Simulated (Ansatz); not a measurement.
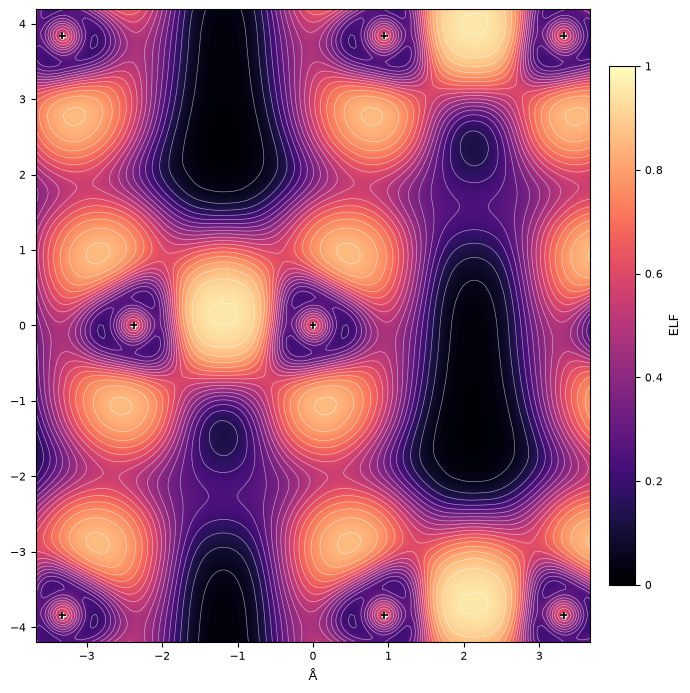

The electron localisation function on a plane through atoms (crosses mark nuclei in the plane).

Level of theory: DFT r2SCAN, scalar-relativistic, plane waves, PAW in Ansatz.

Candidates:
A. Si, a = 6.65 Å, b = 6.65 Å, c = 3.84 Å, α = 90.00°, β = 90.00°, γ = 90.00°. Space group I4/mmm; a structure from a database of computed crystals, not necessarily the ambient phase.
B. Ti$_{2}$O, a = 2.95 Å, b = 2.95 Å, c = 4.81 Å, α = 90.00°, β = 90.00°, γ = 120.00°. Space group P-3m1; computed without spin polarisation.

### Which candidate gave the map?

Candidate A: Si on the (101) plane of the conventional cell, which holds Si.
